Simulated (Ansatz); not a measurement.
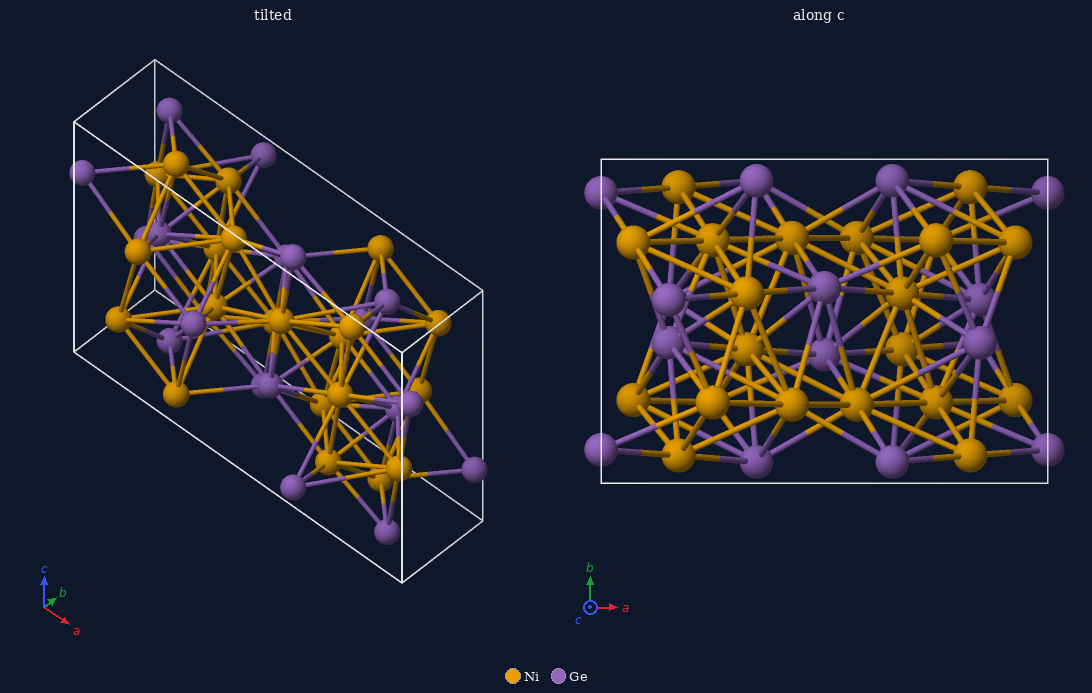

Crystal structure, ball-and-stick style, seen slightly off an axis and along the c axis. The lines enclose the conventional unit cell; boundary atoms appear with their images. A few atoms beyond the faces are included.

Explain the picture.

The solid is Ni5Ge3. The atoms follow space group C2/c (No. 15); the Bravais lattice is base-centred monoclinic. Cell content: 20 Ni, 12 Ge, that is 4 formula units. Neighbours within bonding distance: Ni 11 to 12 (mean 11.6) and Ge 9 to 10 (mean 9.3).

Origin of the cell: a structure listed in the Materials Project. It was relaxed at fixed volume with Ansatz, DFT PBEsol, scalar-relativistic, plane waves, PAW.

At this level of theory the run's own cell isn't at rest (stretched, at -9 GPa), so its distances can differ from those at equilibrium, the more so the softer the solid.
